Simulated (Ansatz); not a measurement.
Ti

```cif
data_structure
_symmetry_space_group_name_H-M 'P 1'
_symmetry_Int_Tables_number 1
_cell_length_a 2.9695
_cell_length_b 2.9695
_cell_length_c 4.7110
_cell_angle_alpha 90.000
_cell_angle_beta 90.000
_cell_angle_gamma 120.000
_cell_volume 35.98
loop_
_atom_site_label
_atom_site_type_symbol
_atom_site_fract_x
_atom_site_fract_y
_atom_site_fract_z
_atom_site_occupancy
Ti1 Ti 0.66667 0.33333 0.75000 1
Ti2 Ti 0.33333 0.66667 0.25000 1
```

Space group P6₃/mmc; computed pressure about −13 GPa in this cell.

All numbers below come from Ansatz, Kohn-Sham DFT of a periodic cell, PBEsol with D3(BJ), Ansatz PAW.

The density is the valence pseudo-density of a PAW calculation; it isn't the true density close to the nuclei.

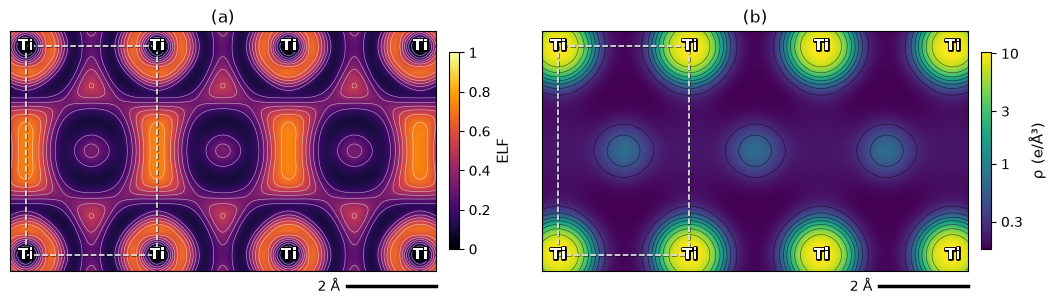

Figure 1. (a) ELF; (b) valence charge density (pseudo) on the (100) plane of the conventional cell.

Question: What do the fields say about this system?

Answer: Atoms in the plane: Ti. Atoms just off the plane (Ti, 0.9 Å away) can leave unmarked features too. Ti–Ti (2.97 Å): ρ is about 0.18 e/Å³ halfway; the ELF is about 0.25 at the midpoint: no localised pair shows between them. Between the atoms the lowest density in this plane is 0.17 e/Å³. The ELF has a maximum of about 0.75 in the space between the atoms, on no atom or two-centre bond. The features right at Ti lie inside the PAW spheres, where the map follows smoothed inner orbitals and isn't to be read closely.

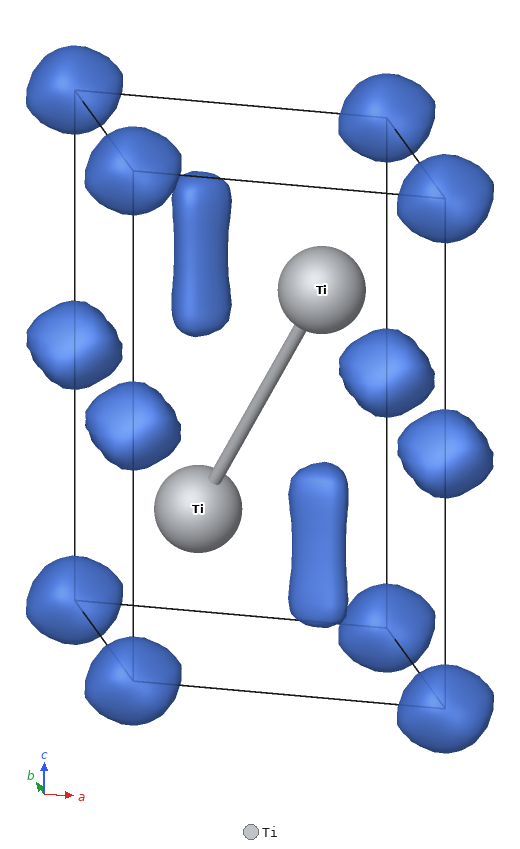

Figure 2. Isosurface of the ELF at 0.65 (blue), seen slightly off an axis. Core shells and regions of very low density are left out. Sticks mark near contacts.

Question: Where are the electrons localised?

Answer: The ELF exceeds this value in four pockets between the atoms, centred on no nucleus (multi-centre or interstitial), counted in one cell of 2 atoms. Regions shared between cells count once. There are no localised bonds or lone pairs at this value. Along the contacts the grid gives the following. Ti–Ti (2.91 Å): the ELF is about 0.20 at the midpoint (no localised pair shows between them).

Question: Metal or insulator at this level of theory?

Answer: It is metallic or semimetallic at this level of theory: no gap opens.
